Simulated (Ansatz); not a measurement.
WSe$_{2}$

```
W Se
1.0
     6.16430    0.00000    0.00000
     0.00000    6.16430    0.00000
     0.00000    0.00000    6.16430
W Se
4 8
Cartesian
  0.0000 0.0000 0.0000
  3.0821 3.0821 0.0000
  3.0821 0.0000 3.0821
  0.0000 3.0821 3.0821
  1.5411 1.5411 1.5411
  4.6232 4.6232 1.5411
  4.6232 1.5411 4.6232
  1.5411 4.6232 4.6232
  4.6232 1.5411 1.5411
  1.5411 4.6232 1.5411
  1.5411 1.5411 4.6232
  4.6232 4.6232 4.6232
```

Space group Fm-3m; started from the fluorite prototype, which need not be the ambient phase.

The calculation used Ansatz 0.2.0, DFT, r2SCAN+rVV10, plane waves, PAW.

What can the converged valence pseudo-density and electron localisation function tell about the bonding?

Answer. W–Se (2.67 Å): ρ is about 0.43 e/Å³ halfway; the ELF is about 0.50 at the midpoint.

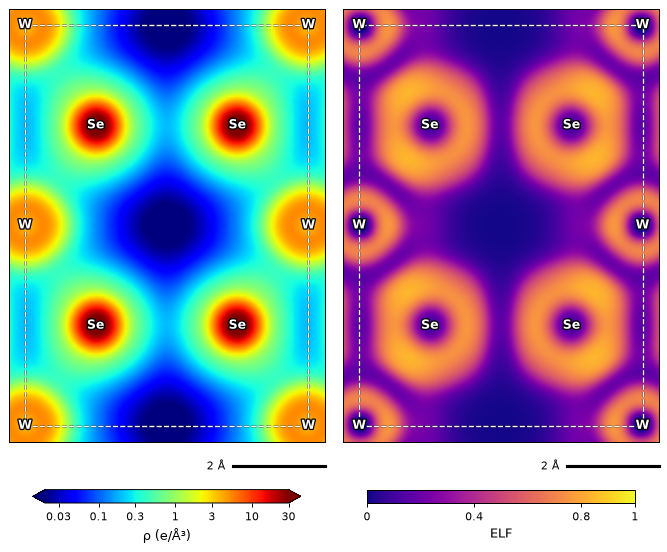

Computed valence pseudo-density and electron localisation function on the (110) plane of the conventional cell, in this order. 

The density is the valence pseudo-density of a PAW calculation; it isn't the true density close to the nuclei.
